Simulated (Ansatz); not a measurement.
A series of calculations on H₃Cl

### Relaxation

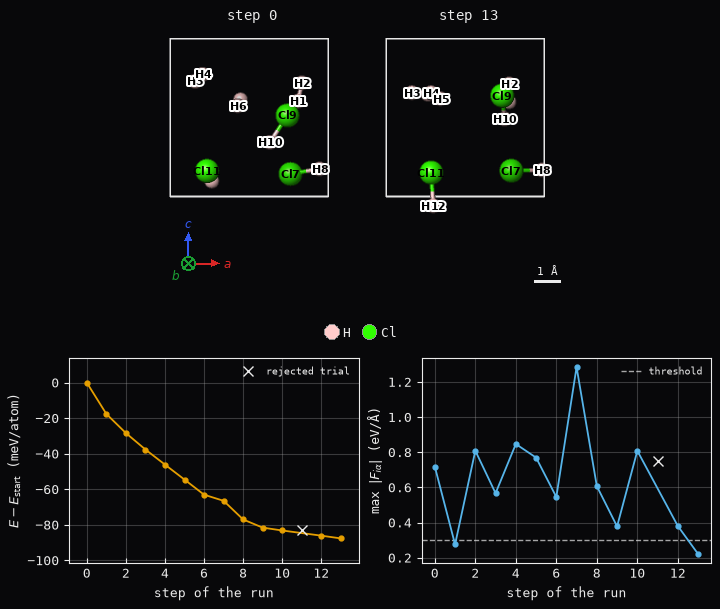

First and last geometry of a relaxation of an amorphous cell of composition H3Cl, with the history of the run. Style: ball-and-stick. Shown: the cell of the calculation, along the b axis.

The cell holds 3 H2 + 3 HCl. The run prepares the start of a later molecular dynamics calculation, from a guessed geometry.

Method: DFT PBE-D3(BJ), scalar-relativistic, plane waves, PAW in Ansatz 0.2.0.

The input:
```yaml
crystal:
  lattice:
    - [6.240251, 0.0, 0.0]
    - [0.0, 6.240251, 0.0]
    - [0.0, 0.0, 6.240251]
  atoms:
    - { symbol: H, position: [0.8102138, 0.8111899, 0.6042841] }
    - { symbol: H, position: [0.8340996, 0.8111901, 0.7199749] }
    - { symbol: H, position: [0.1579328, 0.25427, 0.7295069] }
    - { symbol: H, position: [0.2039716, 0.3536241, 0.7738248] }
    - { symbol: H, position: [0.4453198, 1.0343893, 0.6131804] }
    - { symbol: H, position: [0.4273793, 0.9241316, 0.5747582] }
    - { symbol: Cl, position: [0.7617382, 0.7166273, 0.1429029] }
    - { symbol: H, position: [0.9460549, 0.6323762, 0.174555] }
    - { symbol: Cl, position: [0.7427184, 0.3827591, 0.5139582] }
    - { symbol: H, position: [0.63202, 0.3598867, 0.342799] }
    - { symbol: Cl, position: [0.2323602, -0.0919188, 0.1628885] }
    - { symbol: H, position: [0.2626443, 0.1000442, 0.0972699] }
basis:
  ecutwfc: 420.0
kpoints:
  mp_grid: { grid: [1, 1, 1] }
hamiltonian:
  xc: pbe
  dispersion: d3bj
scf:
  occupations: { method: fermi_dirac, width: 0.02 }
  lower_state_search: "off"
relax:
  f_tol: 0.3
  max_steps: 15
  adjacent_minimum: "off"
```

Command:
```bash
ansatz run input.yaml --threads 1 --pin off --max-ram 3072MiB --backend cpu --events-out ev --progress --plain --runs-dir out
```

What do the curves and the structures tell?

It converged. H10 moves most: 1.30 Å roughly along [2 2 3]. Largest moves by element: H 1.30 Å, Cl 0.95 Å. The lattice vectors keep their values. Among the contacts that change: Cl11–H12 1.280 → 1.316 Å, Cl9–H10 1.280 → 1.307 Å, H1–H2 0.737 → 0.764 Å. The energy falls by 87.6 meV per atom in 12 accepted moves (13 points after the start). Largest force component: 0.72 eV/Å at the start, 0.22 eV/Å at the end. The line search rejected the trial step at point 11 of the run. The forces were under the threshold at step 1, but the run went on from there.

| step | E − E(0), meV/atom | largest force component, eV/Å | note |
| --- | --- | --- | --- |
| 0 | 0.00 | 0.7186 |  |
| 1 | -17.60 | 0.2760 |  |
| 2 | -28.35 | 0.8093 |  |
| 3 | -37.61 | 0.5672 |  |
| 4 | -46.10 | 0.8473 |  |
| 5 | -54.53 | 0.7699 |  |
| 6 | -63.02 | 0.5458 |  |
| 7 | -66.47 | 1.2849 |  |
| 8 | -76.96 | 0.6073 |  |
| 9 | -81.55 | 0.3785 |  |
| 10 | -83.16 | 0.8086 |  |
| 11 | -83.01 | 0.7505 | rejected |
| 12 | -86.07 | 0.3807 |  |
| 13 | -87.62 | 0.2216 |  |

Limits of the set-up: the periodic images lie only 6.2 Å apart, so the values are limited by the cell's size.

### Dynamics

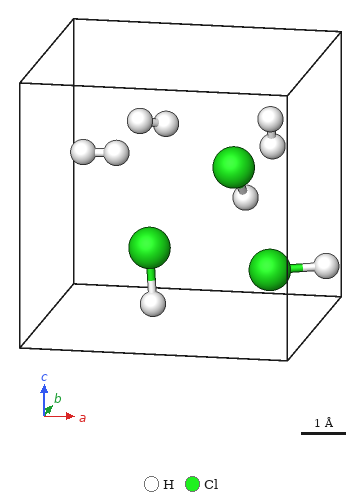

Starting frame of a dynamics run of a periodic cell with 3 H2 + 3 HCl at 0.789 g/cm³. Style: ball-and-stick. Shown: the simulation cell, slightly off an axis.

These are results of DFT PBE-D3(BJ), scalar-relativistic, plane waves, PAW (Ansatz), not measurements.

The input:
```yaml
crystal:
  lattice:
    - [6.240251, 0.0, 0.0]
    - [0.0, 6.240251, 0.0]
    - [0.0, 0.0, 6.240251]
  atoms:
    - { symbol: H, position: [0.77810066, 0.8043155, 0.5997136] }
    - { symbol: H, position: [0.77943085, 0.7577568, 0.71292851] }
    - { symbol: H, position: [0.16186567, 0.35037278, 0.65758784] }
    - { symbol: H, position: [0.28373284, 0.36067074, 0.65789982] }
    - { symbol: H, position: [0.3437422, 0.98493099, 0.61946804] }
    - { symbol: H, position: [0.26396373, 0.89770022, 0.64742396] }
    - { symbol: Cl, position: [0.79253614, 0.68168858, 0.16341418] }
    - { symbol: H, position: [0.98679662, 0.76449818, 0.16743813] }
    - { symbol: Cl, position: [0.73447196, 0.29861563, 0.63990486] }
    - { symbol: H, position: [0.74932755, 0.44551284, 0.49131007] }
    - { symbol: Cl, position: [0.28484906, -0.02864511, 0.15164129] }
    - { symbol: H, position: [0.29763562, -0.02884744, -0.05882748] }
basis:
  ecutwfc: 420.0
kpoints:
  mp_grid: { grid: [1, 1, 1] }
hamiltonian:
  xc: pbe
  dispersion: d3bj
scf:
  occupations: { method: fermi_dirac, width: 0.02 }
  lower_state_search: "off"
md:
  timestep: 0.5
  n_steps: 300
  ensemble: nvt_langevin
  temperature: 1000.0
  initial_velocities: maxwell_boltzmann
  seed: 370944
  friction: 0.02
```

Command:
```bash
ansatz run input.yaml --threads 1 --pin off --max-ram 3072MiB --backend cpu --events-out ev --progress --plain --runs-dir out
```

**Predict how the run goes.**

The mean temperature in the second half is 915 K (standard deviation 181 K). The potential energy in the second half lies on average 63.7 meV per atom above the first frame. Root-mean-square distances from the starting positions over the second half, with the common drift of all atoms taken out: H 2.07 Å, Cl 0.83 Å. The molecules turn and drift from their places.

Along the run (each row but the first and the last is the mean over the interval that it begins):

```json
{"time (fs)": "0.0", "potential energy (meV/atom)": "0.0", "T (K)": "917"}
{"time (fs)": "15.0", "potential energy (meV/atom)": "49.5", "T (K)": "675"}
{"time (fs)": "30.0", "potential energy (meV/atom)": "63.6", "T (K)": "573"}
{"time (fs)": "45.0", "potential energy (meV/atom)": "65.6", "T (K)": "709"}
{"time (fs)": "60.0", "potential energy (meV/atom)": "60.2", "T (K)": "879"}
{"time (fs)": "75.0", "potential energy (meV/atom)": "61.2", "T (K)": "1055"}
{"time (fs)": "90.0", "potential energy (meV/atom)": "66.3", "T (K)": "807"}
{"time (fs)": "105.0", "potential energy (meV/atom)": "57.7", "T (K)": "673"}
{"time (fs)": "120.0", "potential energy (meV/atom)": "59.3", "T (K)": "1003"}
{"time (fs)": "135.0", "potential energy (meV/atom)": "73.4", "T (K)": "1039"}
{"time (fs)": "150.0", "potential energy (meV/atom)": "86.9", "T (K)": "859"}
```

The paths of the atoms:

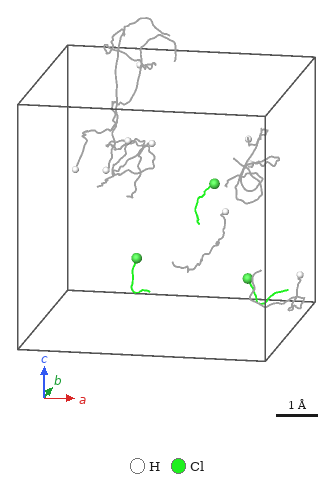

Limits of the set-up: the periodic images lie only 6.2 Å apart, so the values are limited by the cell's size.

The run took of the order of 6 core-minutes on a shared host.

### Dynamics

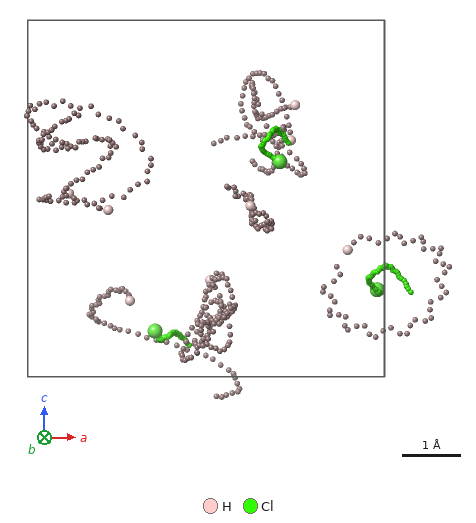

A Born-Oppenheimer molecular dynamics run of a periodic cell with 3 H2 + 3 HCl at 0.789 g/cm³, 150 fs long. It starts from the last geometry of an earlier run, with fresh velocities. Dots mark each atom's position at evenly spaced times, in the colour of its element; spheres stand at the starting positions. Seen along the b axis in the simulation cell.

Theory: DFT PBE-D3(BJ), scalar-relativistic, plane waves, PAW (Ansatz). Set-up: plane-wave cutoff 420 eV; k-point mesh 1 × 1 × 1; Fermi-Dirac smearing 0.002 eV; Nosé-Hoover thermostat (NVT); set temperature 1000 K; time step 0.75 fs; thermostat time 200.0 fs.

Question: Describe the motion.

Answer: Root-mean-square distances from the starting positions over the second half, with the common drift of all atoms taken out: H 1.58 Å, Cl 0.72 Å. The heavy atoms stay within a fraction of a molecule's size of their starting places, while the hydrogen atoms travel further, as molecules turn; so short a run doesn't tell a liquid from a solid. The mean temperature in the second half is 1066 K (standard deviation 104 K). The potential energy in the second half lies on average 8.2 meV per atom below the first frame.

Limits of the set-up: the periodic images lie only 6.2 Å apart, so the values are limited by the cell's size.
